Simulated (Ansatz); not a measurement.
**Energy of C along a strain of the cell**

System: C (I4₁/amd, 2 atoms in the cell).
Method: DFT r2SCAN, scalar-relativistic, plane waves, PAW, no spin polarisation (Ansatz 0.2.0).

The 5 runs differ only in the geometry, by a strain of the cell at fixed fractional positions. Against run 3, the strain is εxx = η and εyy = η. The structure derives from an entry of the Crystallography Open Database.

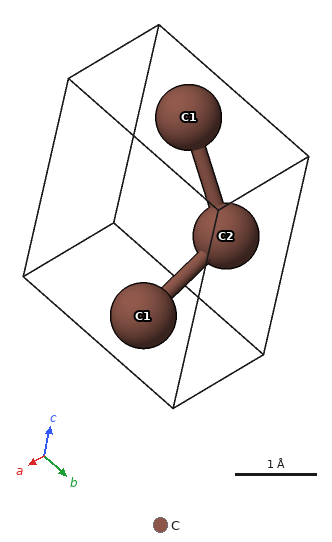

Figure 1. The structure of run 3 (ball-and-stick view of the reduced cell, seen slightly off an axis; atoms are numbered from 1 in the order of the input).

### Input of run 3
```yaml
crystal:
  lattice:
    - [0.0, 1.7834, 1.836902]
    - [1.7834, 0.0, 1.836902]
    - [1.7834, 1.7834, 0.0]
  atoms:
    - { symbol: C, position: [0.5, 0.5, 0.5] }
    - { symbol: C, position: [0.75, 0.75, 0.75] }
basis:
  ecutwfc: 500
kpoints:
  mp_grid: { grid: [12, 12, 12] }
hamiltonian:
  xc: r2scan
scf:
  occupations: { method: gaussian, width: 0.05 }
output:
  forces: true
  stress: true
  eigenvalues: true
```

Lattice vectors (Å) and fractional positions of run 3:
```
   0.000000    1.783400    1.836902
   1.783400    0.000000    1.836902
   1.783400    1.783400    0.000000
C   0.500000  0.500000  0.500000
C   0.750000  0.750000  0.750000
```

Run 4 differs from it as follows:
```diff
-    - [0.0, 1.7834, 1.836902]
-    - [1.7834, 0.0, 1.836902]
-    - [1.7834, 1.7834, 0.0]
+    - [0.0, 1.810151, 1.836902]
+    - [1.810151, 0.0, 1.836902]
+    - [1.810151, 1.810151, 0.0]
```

### Results, with one run withheld

```tsv
run	strain parameter η (%)	free energy per atom, from the lowest run given (meV)	pressure (GPa)	gap on the mesh (eV)
1	−3.0000	29.29	12.36	3.64
2	−1.5000	4.23	−2.06	3.78
3	0.0000	0.00	−14.76	3.92
4	1.5000	?	?	?
5	3.0000	46.83	−35.65	4.16
```

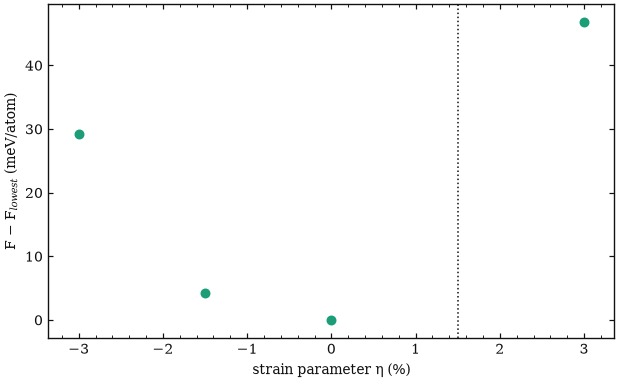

Figure 2. Free energy per atom of the runs given; the dotted line marks run 4.

Estimate the energy of run 4 from the others.

A quadratic polynomial in the coordinate, fitted to the 4 runs given, misses them by at most 0.52 meV per atom. With x = η + 0.3750, it reads F = −0.90554 − 0.23197 x + 4.2653 x² (meV per atom). At run 4 it gives 13.65 meV per atom, and the run itself gives 14.77. The fit has its minimum at η = −0.3478 %. So low a polynomial doesn't follow these energies more closely. The gap on the mesh goes, without turning, from 3.64 eV in run 1 to 4.16 eV in run 5; run 4 has 4.04 eV. These are gaps of this functional on this mesh, which can miss the band edges; they aren't the measured gap.

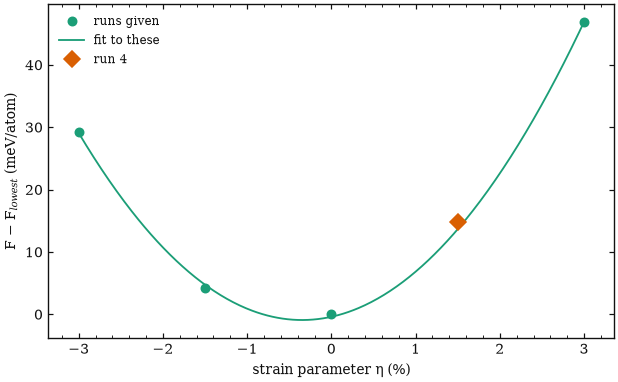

Figure 3. The fit and the withheld run.

### Output, shortened to warnings, some set-up lines, iterations and results (run 4)
```
Basis set: ecut = 500 eV, 315 PW (Γ), exchange–correlation on 80×80×80 points (64 copies of the dense FFT grid, shifted against one another)
Symmetry: 16 space group operations
k-points: 163 of 1728
Initial density: superposition of atomic densities (neutral atoms: chi_scale 0, normalization atom), corrected by the library's trained network
[...]
SCF iter   1: F=—  HF=-502.992537 eV  |F-HF|=—  |Δ(HF+E_count)|=         —  Δρ=9.09e-3  dr2=2.70e-3  dr2_τ=3.20e-1  ethr=1.77e-3  ⟨swp⟩=5.0  Hψ=8675  notcnv=0
SCF iter   2: F=—  HF=-503.042175 eV  |F-HF|=—  |Δ(HF+E_count)|=   4.96e-2  Δρ=5.56e-3  dr2=1.05e-3  dr2_τ=5.42e-5  ethr=3.38e-5  ⟨swp⟩=2.0  Hψ=3912  notcnv=0
SCF iter   3: F=—  HF=-503.042191 eV  |F-HF|=—  |Δ(HF+E_count)|=   1.59e-5  Δρ=1.69e-3  dr2=1.04e-4  dr2_τ=1.29e-5  ethr=1.31e-5  ⟨swp⟩=1.7  Hψ=1668  notcnv=0
SCF iter   4: F=—  HF=-503.042218 eV  |F-HF|=—  |Δ(HF+E_count)|=   2.72e-5  Δρ=4.22e-4  dr2=6.52e-6  dr2_τ=4.09e-7  ethr=1.30e-6  ⟨swp⟩=1.4  Hψ=1492  notcnv=0
SCF iter   5: F=—  HF=-503.042222 eV  |F-HF|=—  |Δ(HF+E_count)|=   3.62e-6  Δρ=1.10e-4  dr2=4.49e-7  dr2_τ=5.03e-8  ethr=8.14e-8  ⟨swp⟩=1.2  Hψ=1362  notcnv=0
SCF iter   6: F=-503.042222 eV  HF=-503.042222 eV  |F-HF|=2.04e-9  |Δ(HF+E_count)|=   2.63e-7  Δρ=7.92e-6  dr2=2.17e-9  dr2_τ=3.29e-10  ethr=1.25e-9  ⟨swp⟩=5.4  Hψ=6602  …
SCF 1 converged in 6 iterations: F = -503.042222 eV  dr2 = 2.17e-9
SCF converged after 6 iterations
Free energy (F): -503.042222 eV
Harris-Foulkes:  -503.042222 eV  (|F-HF|=2.04e-9)
Internal energy: -503.042222 eV  (E = F + TS)
E sigma→0 (E₀):  -503.042222 eV
Fermi energy:    14.336978 eV
--- Per-component energies (eV) ---
  E_band       = 24.818426
  E_kinetic    = 180.049960
  E_local      = -125.337187  (includes V_loc(G=0)·N_el)
  E_nonlocal   = 51.830651
  E_hartree    = 27.474936
  E_xc         = -94.772794
  E_vxc        = -130.900478  (∫ρ·V_xc dr)
  E_paw        = -201.086008  (= ΣΔE_a)
  E_vpaw       = -12.693913  (= ΣTr[D̂ρ^β])
  E_aug_tail   = 0.000009  (compensation charges beyond the density's cutoff)
  E_vtau       = 6.919553  (kinetic-family band-sum trace: ∫τ·v_τ [+ j·A + Jᵃ·Aᵃ] dr)
  E_ewald      = -341.152241
  E_core_change = -0.049547  (= ΣΔE_core)
  E_smearing   = -0.000000  (= −TS)
  E_closure    = -0.000000  (closes the sum)
  Σ components = -503.042222   (vs F -503.042222, Δ=0.00e0)
--- Forces (eV/Å), atoms counted from 1 ---
  atom   1  C      0.00000000    -0.00000000     0.00000000
  atom   2  C      0.00000000    -0.00000000     0.00000000
  max |Σ_I F_I| component: 2.08e-17 eV/Å
--- Stress (GPa, compression-positive) ---
      -21.337761       0.000000       0.000000
        0.000000     -21.337761      -0.000000
        0.000000       0.000000     -35.054483
  P = ⅓ Tr σ = -25.9100 GPa (-259.100 kbar)
```
